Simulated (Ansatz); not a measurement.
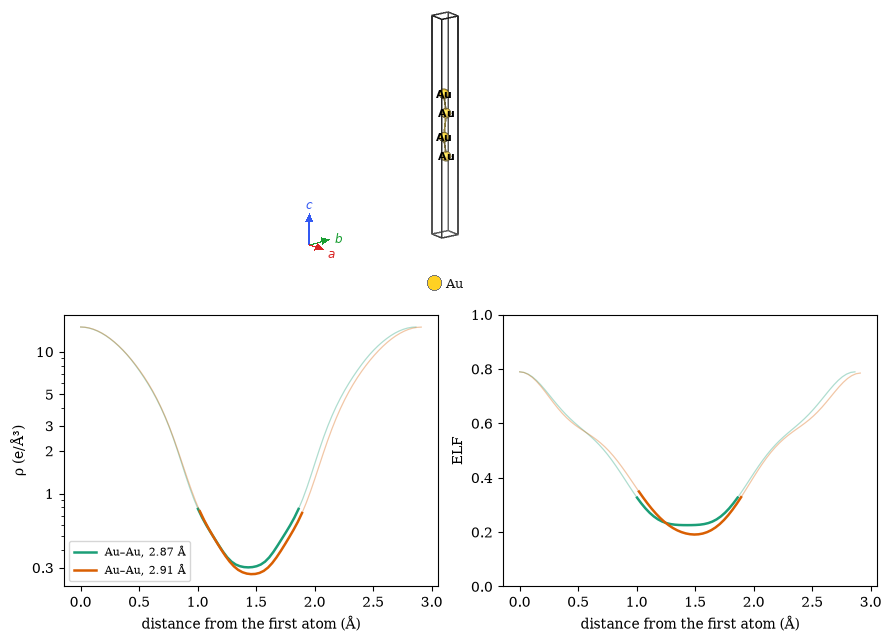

Figure 1: Au (slab). Valence charge density (pseudo) and ELF along straight lines between neighbouring atoms. Thin, pale parts lie inside the atomic spheres. The structure is drawn too.

Method: DFT PBEsol, scalar-relativistic, plane waves, PAW (Ansatz 0.2.0).

Core electrons are frozen (PAW), and the valence fields are smoothed inside the atomic spheres.

### What can be read from the curves?

Au–Au (2.87 Å): ρ is about 0.3 e/Å³ halfway; the ELF is about 0.25 at the midpoint (no localised pair shows between them).
Au–Au (2.91 Å): ρ is about 0.27 e/Å³ halfway; the ELF is about 0.20 at the midpoint (no localised pair shows between them).
